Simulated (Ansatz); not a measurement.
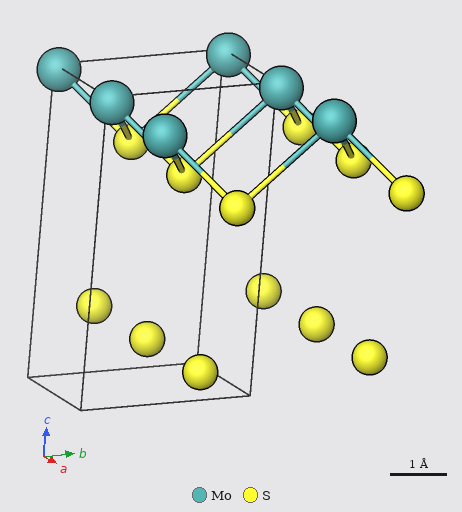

Starting structure of solid MoS2 (set up in P1). A ball-and-stick model of the cell of the calculation, reduced to other axes, repeated 3 × 2 × 1 with one cell outlined, seen slightly off an axis. Lengths and directions refer to the drawn axes.

Method: DFT PBE+D3(BJ), scalar-relativistic, plane waves, PAW (Ansatz).

Input
```yaml
crystal:
  lattice:
    - [1.5764743774, 0.9101779062, 5.9965349831]
    - [-1.5764743774, 0.9101779062, 5.9965349831]
    - [0.0, -1.8203558124, 5.9965349831]
  atoms:
    - { symbol: Mo, position: [0.0367429465, -0.0318739082, -0.0206646012] }
    - { symbol: S, position: [0.7902848014, 0.7216679467, 0.7328772537] }
    - { symbol: S, position: [0.506272252, 0.6435059614, 0.6210873474] }
basis:
  ecutwfc: 420
kpoints:
  mp_grid: { grid: [12, 12, 12] }
hamiltonian:
  xc: pbe
  dispersion: d3bj
scf:
  occupations: { method: gaussian, width: 0.05 }
output:
  forces: true
  stress: true
  eigenvalues: true
relax:
  adjacent_minimum: "off"
  f_tol: 0.01
  max_steps: 80
  cell: { stress_tol: 0.1 }
```

Run as
```bash
ansatz run input.yaml --threads 2 --pin off --max-ram 5120MiB --backend cpu --events-out ev --progress --plain --runs-dir out
```

**Predict the outcome.**

The atom that moves furthest relative to the cell is S3 (0.30 Å along [2 1 −1]). Largest moves by element: S 0.30 Å, Mo 0.15 Å. The drawn cell changes at constant volume: a = b unchanged at 3.153 Å, c 6.267 → 6.268 Å (0.0 %). Among the contacts that change: Mo1–S3 1.954 → 2.400 Å, Mo1–S3 (another image) 2.352 → 2.400 Å, Mo1–S3 (another image) 2.422 → 2.400 Å. Bond angles that change, for instance: S3–Mo1–S3 93.7° → 82.1°, Mo1–S3–Mo1 93.7° → 82.1°, S2–Mo1–S3 125.3° → 135.4°. The space group (tolerance 0.01 Å) goes from P1 (No. 1) to R3m (No. 160). Over 6 accepted moves (7 points after the start) the energy falls by 2.193 eV per cell of the calculation. The largest force component goes from 9.5 to 0.0033 eV/Å. The pressure goes from 27.27 to 0.00 GPa. The SCF was repeated once at an unchanged geometry on a basis and grid sized afresh for the cell, which shifted the energy by less than 0.05 meV per cell of the calculation at most.

Step by step:

| step | E − E(0), meV/atom | largest force component, eV/Å | pressure, GPa | volume, Å³/atom | note |
| --- | --- | --- | --- | --- | --- |
| 0 | 0.00 | 9.5130 | 27.27 | 17.209 |  |
| 1 | -704.42 | 1.0946 | -0.63 | 17.713 |  |
| 2 | -720.55 | 0.6355 | 0.34 | 17.323 |  |
| 3 | -727.23 | 0.0389 | 0.17 | 17.367 |  |
| 4 | -729.92 | 0.0486 | -0.07 | 17.346 |  |
| 5 | -730.73 | 0.0217 | 0.03 | 17.244 |  |
| 6 | -731.09 | 0.0033 | 0.01 | 17.214 |  |
| 7 | -731.09 | 0.0033 | 0.00 | 17.214 | same geometry, new basis |

The end point in the same view:

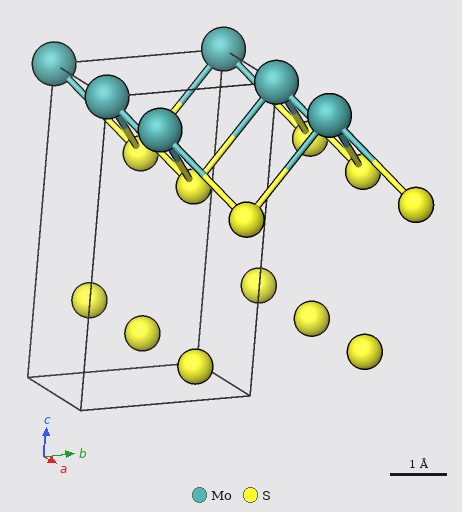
